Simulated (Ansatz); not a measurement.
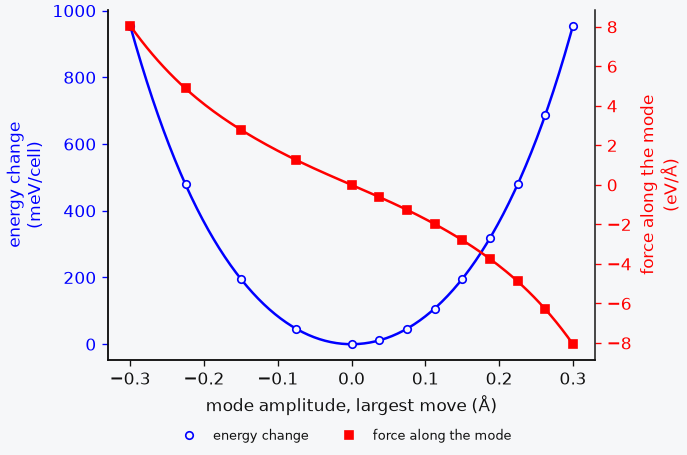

The figure shows the energy change and force along the mode against mode amplitude for AlNi₃, space group Fm-3m (No. 225).

The given structure:
```xyz
4
Lattice="0.0000 2.8019 2.8019 2.8019 0.0000 2.8019 2.8019 2.8019 0.0000" Properties=species:S:1:pos:R:3 pbc="T T T"
Al    2.8019    2.8019    2.8019
Ni    1.4009    1.4009    1.4009
Ni    0.0000    0.0000    0.0000
Ni    4.2028    4.2028    4.2028
```

Displacement pattern for amplitude 1 (x, y, z for each atom, in the order of the cell):
| atom | x | y | z |
| --- | --- | --- | --- |
| Al1 | 0.00 | 0.00 | 0.00 |
| Ni2 | 0.00 | 1.00 | 0.00 |
| Ni3 | 0.00 | 0.00 | 0.00 |
| Ni4 | 0.00 | −1.00 | 0.00 |

Calculation (Ansatz 0.2.0): a normal mode of the cell frozen into a crystal at growing amplitude, by plane-wave density functional theory with PAW datasets, free energies less that of the undisturbed cell; scalar-relativistic. Level: r2SCAN, no spin polarisation.

- wave cutoff: 500 eV
- k mesh: 14×14×14
- occupations: Gaussian
- smearing width: 0.15 eV
- k shift: (0, 0, 0) (mesh steps)
- start: relaxed

The points at mode amplitude −0.225, −0.075, 0.15 and 0.3 follow from computed ones by symmetry.

Question: Is the given structure stable along this path?

Answer: Yes: the energy rises on both sides of the starting structure, which is therefore a minimum along this path.

Question: Read off the course of the force along the mode.

Answer: It falls from 8.1 eV/Å at mode amplitude −0.3000 Å to −8.1 eV/Å at 0.3000 Å, and changes sign near 0.000 Å.

Question: What does the calculation give for the harmonic force constant k (E = k x²/2 near the start)?

Answer: 16.2 eV/Å².

Question: What does the calculation give for the phonon wavenumber?

Answer: 194 cm⁻¹.

Caveats: no spin polarisation, a magnetic state may lie lower.
